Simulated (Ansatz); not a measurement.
# Ti3Al: what the fields show

```yaml
crystal:
  lattice:
    - [3.03195, -3.03195, 0.00000]
    - [3.03195, 3.03195, 0.00000]
    - [0.00000, 0.00000, 6.70219]
  atoms:
    - { symbol: Ti, position: [0.50000, 0.00000, 0.25000] }
    - { symbol: Ti, position: [0.00000, 0.50000, 0.75000] }
    - { symbol: Ti, position: [0.00000, 0.50000, 0.25000] }
    - { symbol: Ti, position: [0.50000, 0.00000, 0.75000] }
    - { symbol: Ti, position: [0.00000, 0.00000, 0.00000] }
    - { symbol: Ti, position: [0.50000, 0.50000, 0.50000] }
    - { symbol: Al, position: [0.50000, 0.50000, 0.00000] }
    - { symbol: Al, position: [0.00000, 0.00000, 0.50000] }
```

Space group I4/mmm; a structure from a database of computed crystals, not necessarily the ambient phase; changed on purpose from its base cell (strain -0.050 along x and y, +0.050 along z, atoms carried along); computed pressure about 7 GPa in this cell; spin-polarised.

Level of theory: DFT PBEsol, scalar-relativistic, plane waves, PAW in Ansatz 0.2.0.

Core electrons are frozen (PAW), and the valence fields are smoothed inside the atomic spheres.

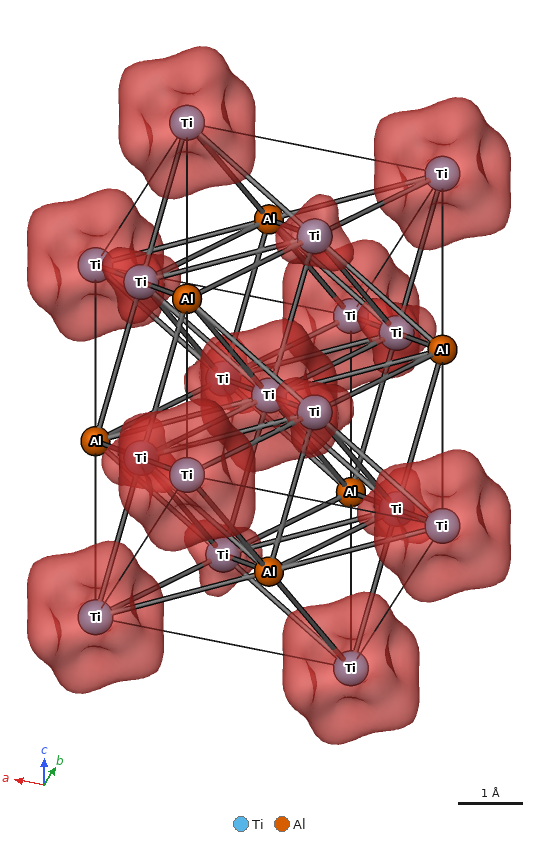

Figure 1. Isosurface of the magnetisation density (up minus down) at +0.04 e/Å³ (red), seen at an oblique angle. Sticks mark near contacts.

### Where is the spin, and how is it ordered?

The spin density sits on Ti: +0.6 μB (×2) in one cell of 8 atoms, with smaller moments on other sites: Ti (up to +0.13 μB): parallel main moments (a ferromagnetic arrangement) in this solution. The cell of the calculation (4 atoms) carries 1.1 μB of net spin moment.

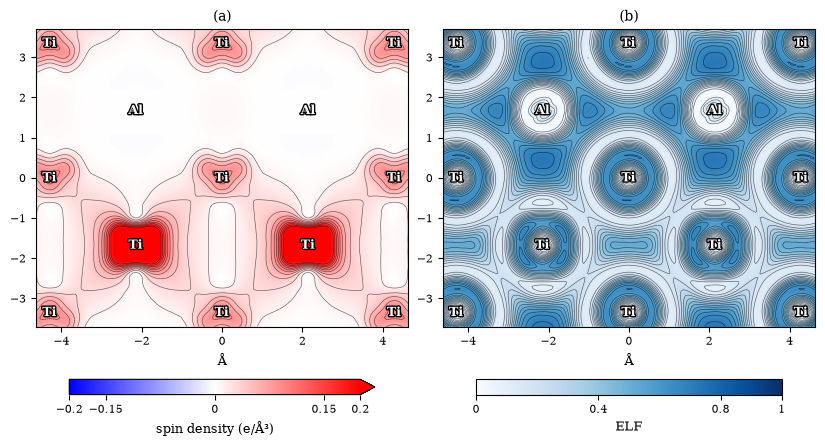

Figure 2. (a) spin density (up minus down); (b) ELF on the (100) plane of the conventional cell.

### Describe what can be read from this map.

The section cuts through Ti and Al sites.
Ti–Al (2.72 Å): the ELF is about 0.30 at the midpoint.
Ti–Ti (2.72 Å): the ELF is about 0.20 at the midpoint: no localised pair shows between them.
The features right at Ti lie inside the PAW spheres, where the map follows smoothed inner orbitals and isn't to be read closely.

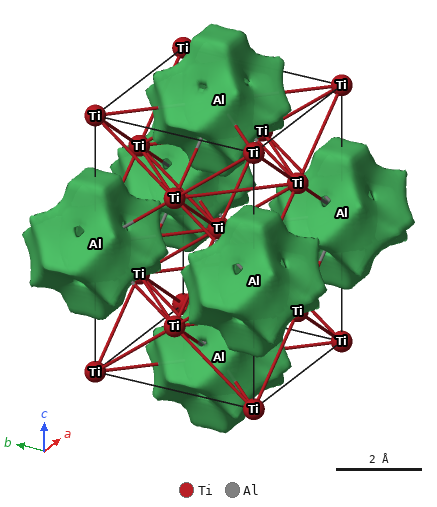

Figure 3. Isosurface of the ELF at 0.55 (green), seen at an oblique angle. Core shells and regions of very low density are left out. Sticks mark near contacts.

### What do the ELF domains correspond to?

The ELF exceeds this value in two regions wrapped around Al (the valence shell of each), counted in one cell of 8 atoms. Regions shared between cells count once.

### Does the calculation make it a metal, or give it a gap?

It is metallic or semimetallic at this level of theory: no gap opens.
